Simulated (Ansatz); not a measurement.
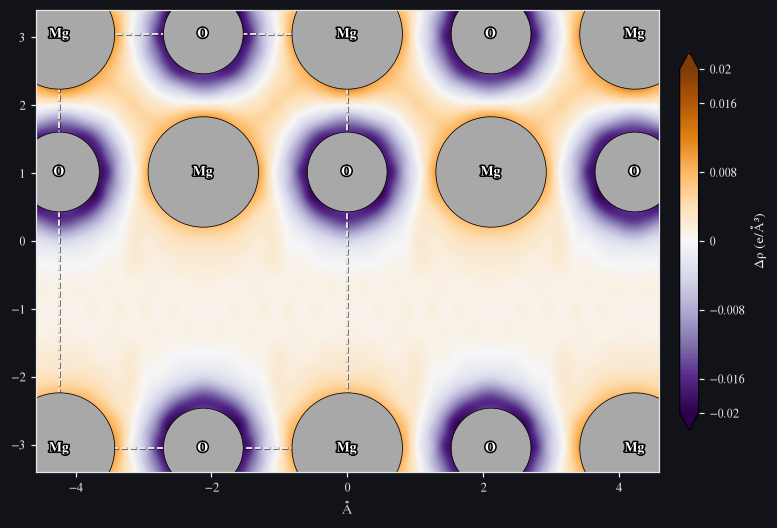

MgO. Difference of the valence pseudo-densities of two functionals at the same geometry, on the (110) plane of the calculation cell: one of PBE and r2SCAN less the other.

Space group P6₃/mmc; a structure generated by program, which may or may not match a known phase.

Both computed with Ansatz (plane waves, PAW), on the same k-point mesh. Grey discs cover the atomic cores.

```
Mg O
1.0
     3.52072    0.00000    0.00000
    -1.76036    3.04903    0.00000
     0.00000    0.00000    4.23744
Mg O
2 2
Direct
  0.66667 0.33333 0.75000
  0.33333 0.66667 0.25000
  0.66667 0.33333 0.25000
  0.33333 0.66667 0.75000
```

Question: Which was subtracted from which, and what does the map show?

Answer: It is PBE less r2SCAN. Against r2SCAN, PBE gives less density around O (−0.013 e/Å³ on average at 0.7 Å from the nucleus).
